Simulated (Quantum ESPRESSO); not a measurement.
# Run report: Co, band-structure run (part 1 of 3)

System: Co (Fm-3m, 1 atom in the cell).
Method: Kohn-Sham DFT of a periodic cell, PBE, DFT+U, PseudoDojo 0.5 SR PBE stringent, spin-polarised (Quantum ESPRESSO 7.5).

The structure derives from a Materials Project entry.

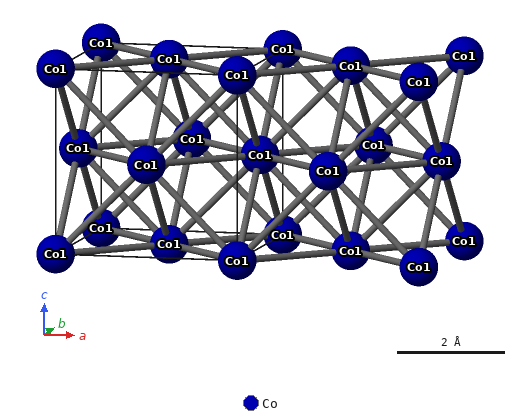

Figure 1. The structure as given in the input (ball-and-stick view of the cell 4 times as large as that of the calculation, set on its symmetry axes, repeated 2 × 1 × 1, seen slightly off an axis; atoms are numbered from 1 in the order of the input). Near neighbours in the crystal (not all of them lie inside the picture): Co has 12 Co at 2.48 Å.

### Results in brief

| quantity | value |
| --- | --- |
| outcome | converged |
| space group (tolerance 0.01 Å) | Fm-3m (225) |
| electrons treated | 16 |
| free energy | −4207.3226 eV |
| Fermi energy | 18.839 eV |
| gap on the k-point mesh | none (metallic) |
| net moment of the cell | 2.94 μB |
| integrated absolute moment | 2.95 μB |
| pressure | −268.59 GPa |
| largest force (length of the vector) | under 0.001 eV/Å |
| hardware | 1 thread of Intel Xeon (Granite Rapids), 128 GiB of memory available, shared host |
| wall time | 1.8 min |
| peak memory | 0.12 GiB |

### Remarks

Settings chosen away from the usual ones: tot_charge set to 1.0. Points of doubt noted for this run: coarse mesh. The k-point mesh is coarse for a cell of this size, so the results may not be converged.

### Input file
```
&CONTROL
  calculation = 'scf'
  prefix = 'pwscf'
  outdir = './tmp'
  pseudo_dir = './pseudo'
  tprnfor = .true.
  tstress = .true.
  disk_io = 'low'
/
&SYSTEM
  ibrav = 0
  nat = 1
  ntyp = 1
  ecutwfc = 104
  nbnd = 17
  occupations = 'smearing'
  smearing = 'mv'
  degauss = 0.00734986
  nspin = 2
  starting_magnetization(1) = 0.1176
  starting_ns_eigenvalue(1,1,1) = 1
  starting_ns_eigenvalue(2,1,1) = 1
  starting_ns_eigenvalue(3,1,1) = 1
  starting_ns_eigenvalue(4,1,1) = 1
  starting_ns_eigenvalue(5,1,1) = 1
  starting_ns_eigenvalue(1,2,1) = 0
  starting_ns_eigenvalue(2,2,1) = 0
  starting_ns_eigenvalue(3,2,1) = 0
  starting_ns_eigenvalue(4,2,1) = 1
  starting_ns_eigenvalue(5,2,1) = 1
  nosym = .true.
  tot_charge = 1
/
&ELECTRONS
  conv_thr = 2d-10
  electron_maxstep = 120
  mixing_beta = 0.3
/
ATOMIC_SPECIES
Co    58.9332 Co.upf
CELL_PARAMETERS bohr
   0.0000000000    3.3196010692    3.3196010692
   3.3196010692    0.0000000000    3.3196010692
   3.3196010692    3.3196010692    0.0000000000
ATOMIC_POSITIONS bohr
Co     0.0000000000    0.0000000000    0.0000000000
K_POINTS automatic
5 5 5 0 0 0
HUBBARD {atomic}
U Co-3d 4.5
```

### File bands.in
```
&CONTROL
  calculation = 'bands'
  prefix = 'pwscf'
  outdir = './tmp'
  pseudo_dir = './pseudo'
  disk_io = 'low'
  verbosity = 'high'
/
&SYSTEM
  ibrav = 0
  nat = 1
  ntyp = 1
  ecutwfc = 104
  nbnd = 17
  occupations = 'smearing'
  smearing = 'mv'
  degauss = 0.00734986
  nspin = 2
  starting_magnetization(1) = 0.1176
  starting_ns_eigenvalue(1,1,1) = 1
  starting_ns_eigenvalue(2,1,1) = 1
  starting_ns_eigenvalue(3,1,1) = 1
  starting_ns_eigenvalue(4,1,1) = 1
  starting_ns_eigenvalue(5,1,1) = 1
  starting_ns_eigenvalue(1,2,1) = 0
  starting_ns_eigenvalue(2,2,1) = 0
  starting_ns_eigenvalue(3,2,1) = 0
  starting_ns_eigenvalue(4,2,1) = 1
  starting_ns_eigenvalue(5,2,1) = 1
  nosym = .true.
  tot_charge = 1
/
&ELECTRONS
  conv_thr = 1d-08
  electron_maxstep = 120
  mixing_beta = 0.3
  diago_full_acc = .true.
/
ATOMIC_SPECIES
Co    58.9332 Co.upf
CELL_PARAMETERS bohr
   0.0000000000    3.3196010692    3.3196010692
   3.3196010692    0.0000000000    3.3196010692
   3.3196010692    3.3196010692    0.0000000000
ATOMIC_POSITIONS bohr
Co     0.0000000000    0.0000000000    0.0000000000
K_POINTS crystal
60
 0.0000000000  0.0000000000  0.0000000000 1
 0.0625000000  0.0000000000  0.0625000000 1
 0.1250000000  0.0000000000  0.1250000000 1
 0.1875000000  0.0000000000  0.1875000000 1
 0.2500000000  0.0000000000  0.2500000000 1
 0.3125000000  0.0000000000  0.3125000000 1
 0.3750000000  0.0000000000  0.3750000000 1
 0.4375000000  0.0000000000  0.4375000000 1
 0.5000000000  0.0000000000  0.5000000000 1
 0.5000000000  0.0625000000  0.5625000000 1
 0.5000000000  0.1250000000  0.6250000000 1
 0.5000000000  0.1875000000  0.6875000000 1
 0.5000000000  0.2500000000  0.7500000000 1
 0.4375000000  0.3125000000  0.7500000000 1
 0.3750000000  0.3750000000  0.7500000000 1
 0.3375000000  0.3375000000  0.6750000000 1
 0.3000000000  0.3000000000  0.6000000000 1
 0.2625000000  0.2625000000  0.5250000000 1
 0.2250000000  0.2250000000  0.4500000000 1
 0.1875000000  0.1875000000  0.3750000000 1
 0.1500000000  0.1500000000  0.3000000000 1
 0.1125000000  0.1125000000  0.2250000000 1
 0.0750000000  0.0750000000  0.1500000000 1
 0.0375000000  0.0375000000  0.0750000000 1
 0.0000000000  0.0000000000  0.0000000000 1
 0.0625000000  0.0625000000  0.0625000000 1
 0.1250000000  0.1250000000  0.1250000000 1
 0.1875000000  0.1875000000  0.1875000000 1
 0.2500000000  0.2500000000  0.2500000000 1
 0.3125000000  0.3125000000  0.3125000000 1
 0.3750000000  0.3750000000  0.3750000000 1
 0.4375000000  0.4375000000  0.4375000000 1
 0.5000000000  0.5000000000  0.5000000000 1
 0.5250000000  0.4500000000  0.5250000000 1
 0.5500000000  0.4000000000  0.5500000000 1
 0.5750000000  0.3500000000  0.5750000000 1
 0.6000000000  0.3000000000  0.6000000000 1
 0.6250000000  0.2500000000  0.6250000000 1
 0.5833333333  0.2500000000  0.6666666667 1
 0.5416666667  0.2500000000  0.7083333333 1
 0.5000000000  0.2500000000  0.7500000000 1
 0.5000000000  0.2857142857  0.7142857143 1
 0.5000000000  0.3214285714  0.6785714286 1
 0.5000000000  0.3571428571  0.6428571429 1
 0.5000000000  0.3928571429  0.6071428571 1
 0.5000000000  0.4285714286  0.5714285714 1
 0.5000000000  0.4642857143  0.5357142857 1
 0.5000000000  0.5000000000  0.5000000000 1
 0.4821428571  0.4821428571  0.5357142857 1
 0.4642857143  0.4642857143  0.5714285714 1
 0.4464285714  0.4464285714  0.6071428571 1
 0.4285714286  0.4285714286  0.6428571429 1
 0.4107142857  0.4107142857  0.6785714286 1
 0.3928571429  0.3928571429  0.7142857143 1
 0.3750000000  0.3750000000  0.7500000000 1
 0.6250000000  0.2500000000  0.6250000000 1
 0.5937500000  0.1875000000  0.5937500000 1
 0.5625000000  0.1250000000  0.5625000000 1
 0.5312500000  0.0625000000  0.5312500000 1
 0.5000000000  0.0000000000  0.5000000000 1
HUBBARD {atomic}
U Co-3d 4.5
```

Launch command:
```bash
OMP_NUM_THREADS=1 pw.x -in pw.in > pw.out
OMP_NUM_THREADS=1 pw.x -in bands.in > bands.out
```

### What the program printed
```
This program is part of the open-source Quantum ESPRESSO suite
     for quantum simulation of materials; please cite
         "P. Giannozzi et al., J. Phys.:Condens. Matter 21 395502 (2009);
         "P. Giannozzi et al., J. Phys.:Condens. Matter 29 465901 (2017);
         "P. Giannozzi et al., J. Chem. Phys. 152 154105 (2020);
          URL
     in publications or presentations arising from this work. More details at

     Subspace diagonalization in iterative solution of the eigenvalue problem:
     a serial algorithm will be used

     G-vector sticks info
     --------------------
     sticks:   dense  smooth     PW     G-vecs:    dense   smooth      PW
     Sum         637     637    199                10489    10489    1837

     Using Slab Decomposition

     bravais-lattice index     =            0
     lattice parameter (alat)  =       4.6946  a.u.
     unit-cell volume          =      73.1624 (a.u.)^3
     number of atoms/cell      =            1
     number of atomic types    =            1
     number of electrons       =        16.00
     number of Kohn-Sham states=           17
     kinetic-energy cutoff     =     104.0000  Ry
     charge density cutoff     =     416.0000  Ry
     scf convergence threshold =      2.0E-10
     mixing beta               =       0.3000
     number of iterations used =            8  plain     mixing
     Exchange-correlation= PBE
                           (   1   4   3   4   0   0   0)
     Hubbard projectors: atomic
     Hubbard parameters of DFT+U (Dudarev formulation) in eV:
     U(Co-3d) =  4.5000

     Internal variables: lda_plus_u =T, lda_plus_u_kind = 0

     Internal variables: orbital_resolved =F, hub_pot_fix =F, apply_U = F

     celldm(1)=   4.694625  celldm(2)=   0.000000  celldm(3)=   0.000000
     celldm(4)=   0.000000  celldm(5)=   0.000000  celldm(6)=   0.000000

     crystal axes: (cart. coord. in units of alat)
               a(1) = (   0.000000   0.707107   0.707107 )
               a(2) = (   0.707107   0.000000   0.707107 )
               a(3) = (   0.707107   0.707107   0.000000 )

     reciprocal axes: (cart. coord. in units 2 pi/alat)
               b(1) = ( -0.707107  0.707107  0.707107 )
               b(2) = (  0.707107 -0.707107  0.707107 )
               b(3) = (  0.707107  0.707107 -0.707107 )

     PseudoPot. # 1 for Co read from file:
     Co.upf
     Pseudo is Norm-conserving + core correction, Zval = 17.0
     Generated using ONCVPSP code by D. R. Hamann
     Using radial grid of 1388 points,  6 beta functions with:
                l(1) =   0
                l(2) =   0
                l(3) =   1
                l(4) =   1
                l(5) =   2
                l(6) =   2

     atomic species   valence    mass     pseudopotential
     Co               17.00    58.93320     Co( 1.00)

     Starting magnetic structure
     atomic species   magnetization
     Co              0.118

     No symmetry found

   Cartesian axes

     site n.     atom                  positions (alat units)
         1        Co     tau(   1) = (   0.0000000   0.0000000   0.0000000  )

     number of k points=    63  Marzari-Vanderbilt smearing, width (Ry)=  0.0073
                       cart. coord. in units 2pi/alat
        k(    1) = (   0.0000000   0.0000000   0.0000000), wk =   0.0080000
        k(    2) = (   0.1414214   0.1414214  -0.1414214), wk =   0.0160000
        k(    3) = (   0.2828427   0.2828427  -0.2828427), wk =   0.0160000
        k(    4) = (   0.1414214  -0.1414214   0.1414214), wk =   0.0160000
        k(    5) = (   0.2828427   0.0000000   0.0000000), wk =   0.0160000
        k(    6) = (   0.4242641   0.1414214  -0.1414214), wk =   0.0160000
        k(    7) = (  -0.1414214  -0.4242641   0.4242641), wk =   0.0160000
        k(    8) = (   0.0000000  -0.2828427   0.2828427), wk =   0.0160000
        k(    9) = (   0.2828427  -0.2828427   0.2828427), wk =   0.0160000
        k(   10) = (   0.4242641  -0.1414214   0.1414214), wk =   0.0160000
        k(   11) = (   0.5656854   0.0000000   0.0000000), wk =   0.0160000
        k(   12) = (   0.0000000  -0.5656854   0.5656854), wk =   0.0160000
        k(   13) = (   0.1414214  -0.4242641   0.4242641), wk =   0.0160000
        k(   14) = (  -0.1414214   0.1414214   0.1414214), wk =   0.0160000
        k(   15) = (   0.0000000   0.2828427   0.0000000), wk =   0.0160000
        k(   16) = (   0.1414214   0.4242641  -0.1414214), wk =   0.0160000
        k(   17) = (  -0.4242641  -0.1414214   0.4242641), wk =   0.0160000
        k(   18) = (  -0.2828427   0.0000000   0.2828427), wk =   0.0160000
        k(   19) = (   0.0000000   0.0000000   0.2828427), wk =   0.0160000
        k(   20) = (   0.1414214   0.1414214   0.1414214), wk =   0.0160000
        k(   21) = (   0.2828427   0.2828427   0.0000000), wk =   0.0160000
        k(   22) = (  -0.2828427  -0.2828427   0.5656854), wk =   0.0160000
        k(   23) = (  -0.1414214  -0.1414214   0.4242641), wk =   0.0160000
        k(   24) = (   0.1414214  -0.1414214   0.4242641), wk =   0.0160000
        k(   25) = (   0.2828427   0.0000000   0.2828427), wk =   0.0160000
        k(   26) = (   0.4242641   0.1414214   0.1414214), wk =   0.0160000
        k(   27) = (  -0.1414214  -0.4242641   0.7071068), wk =   0.0160000
        k(   28) = (   0.0000000  -0.2828427   0.5656854), wk =   0.0160000
        k(   29) = (  -0.4242641   0.4242641  -0.1414214), wk =   0.0160000
        k(   30) = (  -0.2828427   0.5656854  -0.2828427), wk =   0.0160000
        k(   31) = (  -0.1414214   0.7071068  -0.4242641), wk =   0.0160000
        k(   32) = (  -0.7071068   0.1414214   0.1414214), wk =   0.0160000
        k(   33) = (  -0.5656854   0.2828427  -0.0000000), wk =   0.0160000
        k(   34) = (  -0.2828427   0.2828427   0.0000000), wk =   0.0160000
        k(   35) = (  -0.1414214   0.4242641  -0.1414214), wk =   0.0160000
        k(   36) = (   0.0000000   0.5656854  -0.2828427), wk =   0.0160000
        k(   37) = (  -0.5656854  -0.0000000   0.2828427), wk =   0.0160000
        k(   38) = (  -0.4242641   0.1414214   0.1414214), wk =   0.0160000
        k(   39) = (  -0.2828427   0.2828427   0.2828427), wk =   0.0160000
        k(   40) = (  -0.1414214   0.4242641   0.1414214), wk =   0.0160000
        k(   41) = (   0.0000000   0.5656854   0.0000000), wk =   0.0160000
        k(   42) = (  -0.5656854   0.0000000   0.5656854), wk =   0.0160000
        k(   43) = (  -0.4242641   0.1414214   0.4242641), wk =   0.0160000
        k(   44) = (  -0.1414214   0.1414214   0.4242641), wk =   0.0160000
        k(   45) = (   0.0000000   0.2828427   0.2828427), wk =   0.0160000
        k(   46) = (   0.1414214   0.4242641   0.1414214), wk =   0.0160000
        k(   47) = (  -0.4242641  -0.1414214   0.7071068), wk =   0.0160000
        k(   48) = (  -0.2828427   0.0000000   0.5656854), wk =   0.0160000
        k(   49) = (   0.0000000   0.0000000   0.5656854), wk =   0.0160000
        k(   50) = (   0.1414214   0.1414214   0.4242641), wk =   0.0160000
        k(   51) = (   0.2828427   0.2828427   0.2828427), wk =   0.0160000
        k(   52) = (  -0.2828427  -0.2828427   0.8485281), wk =   0.0160000
        k(   53) = (  -0.1414214  -0.1414214   0.7071068), wk =   0.0160000
        k(   54) = (  -0.5656854   0.5656854   0.0000000), wk =   0.0160000
        k(   55) = (  -0.4242641   0.7071068  -0.1414214), wk =   0.0160000
        k(   56) = (  -0.2828427   0.8485281  -0.2828427), wk =   0.0160000
        k(   57) = (  -0.8485281   0.2828427   0.2828427), wk =   0.0160000
        k(   58) = (  -0.7071068   0.4242641   0.1414214), wk =   0.0160000
        k(   59) = (  -0.4242641   0.4242641   0.1414214), wk =   0.0160000
        k(   60) = (  -0.2828427   0.5656854   0.0000000), wk =   0.0160000
        k(   61) = (  -0.1414214   0.7071068  -0.1414214), wk =   0.0160000
        k(   62) = (  -0.7071068   0.1414214   0.4242641), wk =   0.0160000
        k(   63) = (  -0.5656854   0.2828427   0.2828427), wk =   0.0160000

     Dense  grid:    10489 G-vectors     FFT dimensions: (  32,  32,  32)

     Generating pointlists ...
     new r_m :   0.4125 (alat units)  1.9365 (a.u.) for type    1

     Initial potential from superposition of free atoms

     starting charge      16.9997, renormalised to      16.0000

     STARTING HUBBARD OCCUPATIONS:

     =================== HUBBARD OCCUPATIONS ===================
     ------------------------ ATOM    1 ------------------------
     Tr[ns(  1)] (up, down, total) =   5.00000  2.00000  7.00000
     Atomic magnetic moment for atom   1 =   3.00000
     SPIN  1
     eigenvalues:
       1.000  1.000  1.000  1.000  1.000
     eigenvectors (columns):
       1.000  0.000  0.000  0.000  0.000
       0.000  1.000  0.000  0.000  0.000
       0.000  0.000  1.000  0.000  0.000
       0.000  0.000  0.000  1.000  0.000
       0.000  0.000  0.000  0.000  1.000
     occupation matrix ns (before diag.):
       1.000  0.000  0.000  0.000  0.000
       0.000  1.000  0.000  0.000  0.000
       0.000  0.000  1.000  0.000  0.000
       0.000  0.000  0.000  1.000  0.000
       0.000  0.000  0.000  0.000  1.000
     SPIN  2
     eigenvalues:
       0.400  0.400  0.400  0.400  0.400
     eigenvectors (columns):
       1.000  0.000  0.000  0.000  0.000
       0.000  1.000  0.000  0.000  0.000
       0.000  0.000  1.000  0.000  0.000
       0.000  0.000  0.000  1.000  0.000
       0.000  0.000  0.000  0.000  1.000
     occupation matrix ns (before diag.):
       0.400  0.000  0.000  0.000  0.000
       0.000  0.400  0.000  0.000  0.000
       0.000  0.000  0.400  0.000  0.000
       0.000  0.000  0.000  0.400  0.000
       0.000  0.000  0.000  0.000  0.400

     Number of occupied Hubbard levels =    7.0000

     Atomic wfc used for Hubbard projectors are NOT orthogonalized
```
